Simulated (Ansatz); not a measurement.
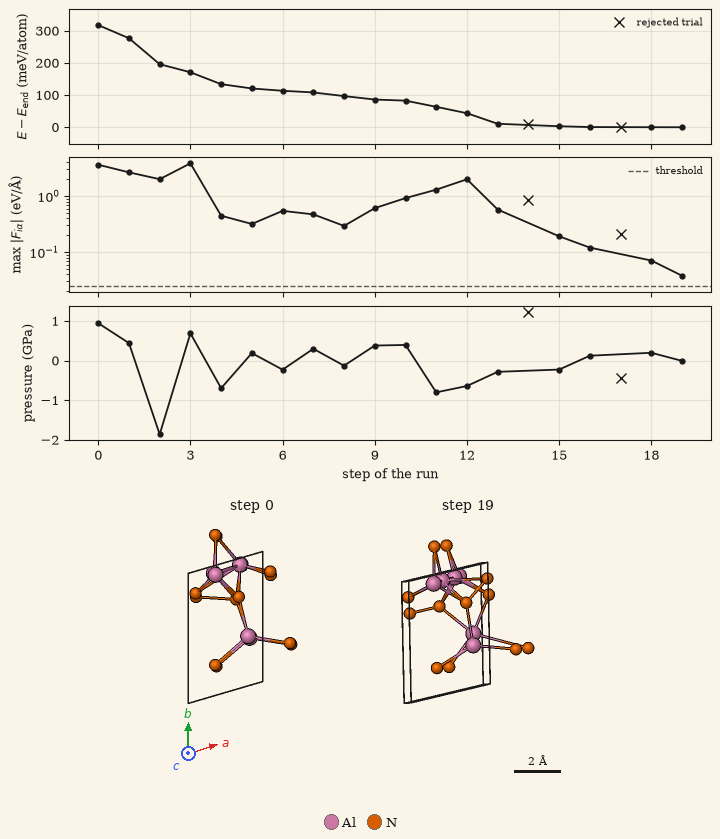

First and last geometry of a relaxation of solid AlN (a generated structure, set up in P1) (coarse preliminary run), with the history of the run. A ball-and-stick model of the cell of the calculation, seen along the c axis.

Theory: Ansatz 0.2.0, DFT PBE, scalar-relativistic, plane waves, PAW. Set-up: plane-wave cutoff 420 eV; k-point mesh 6 × 6 × 2; occupations gaussian; smearing width 0.2 eV; no spin polarisation; cell and atoms relaxed; force threshold 0.025 eV/Å; at most 60 steps.

Did the run converge, and what did it change?

The run was cut off at its time limit before the relaxation converged, so the last structure is only a point on the way. The largest move relative to the cell is that of an Al atom, 1.04 Å roughly along +a. Largest moves by element: Al 1.04 Å, N 0.69 Å. Cell: a 3.453 → 3.616 Å (+4.7 %), b 5.756 → 5.379 Å (−6.6 %), c 9.681 → 9.744 Å (+0.7 %), α 87.4° → 86.9°, β 85.4° → 82.1°, γ 73.5° → 77.6°. Volume −0.3 %. Among the contacts that change: Al–N 2.940 → 1.875 Å, Al–N 1.862 → 2.892 Å, Al–N 2.730 → 1.971 Å, Al–N 2.603 → 1.914 Å. New bonds form: Al–N (2.94 → 1.88 Å), N–N (1.79 → 1.42 Å). Bonds break: Al–N (1.86 → 2.89 Å). Among the angles between lasting bonds that change: Al–N–N 59.4° → 123.6°, Al–Al–Al 126.8° → 176.4°, Al–Al–Al 126.4° → 172.3°. The space group stays P1 (No. 1). Over 17 accepted moves (19 points after the start) the energy falls by 318 meV per atom. Largest force component: 3.7 eV/Å at the start, 0.038 eV/Å at the end. Pressure: 0.94 GPa at the start and −0.01 GPa at the end. The line search rejected the trial steps at points 14, 17 of the run. Cost: 9.6 min on 1 thread of Arm Neoverse V1, on a shared host, peak memory 0.48 GiB.
